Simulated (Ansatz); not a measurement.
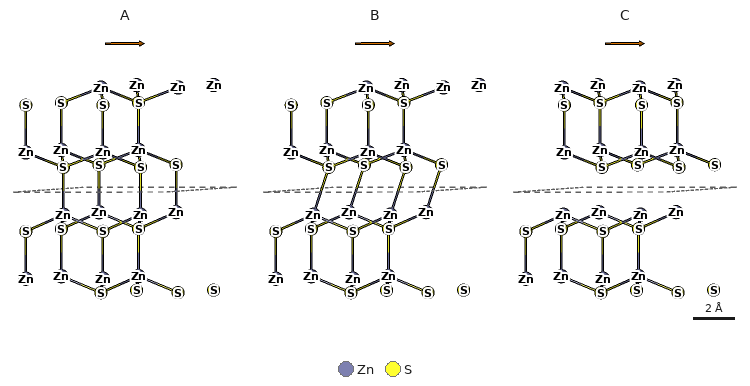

A scan of solid ZnS (P6_3mc): the crystal above a cut along the (0 0 1) plane of the conventional cell (between a plane of Zn below and one of S above, 2.36 Å apart) is slid rigidly by fractions of an in-plane lattice vector 3.85 Å long (a generalised stacking fault). One cut stands in each cell, which starts 12.6 Å high; nothing is relaxed, and the dashed outline marks the cut, the arrow on top the direction of slip. A ball-and-stick model of the layers on both sides of the cut, seen from the side, nearly along the cut plane.

Computed with Ansatz 0.2.0, DFT PBE, scalar-relativistic, plane waves, PAW. Set-up: plane-wave cutoff 420 eV; k-point mesh 8 × 8 × 2; occupations gaussian; smearing width 0.05 eV; no spin polarisation. Energies (free energies at the smearing named) are counted from the relaxed crystal.

Rank the frames from lowest to highest energy.

Answer. Lowest first: A (the slip 0.00, 0 mJ/m²), B (the slip 0.20, 238 mJ/m²), C (the slip 0.50, 922 mJ/m²). Over the whole scan: the curve starts and ends at zero, since a full lattice vector restores the crystal. Its highest computed point is 922 mJ/m² at slip 0.50, which the unstable stacking-fault energy of this rigid path equals or slightly exceeds. No local minimum shows among the points, so there is no metastable fault on this line. The path is symmetric about half-way. Relaxation across the fault would lower the values.
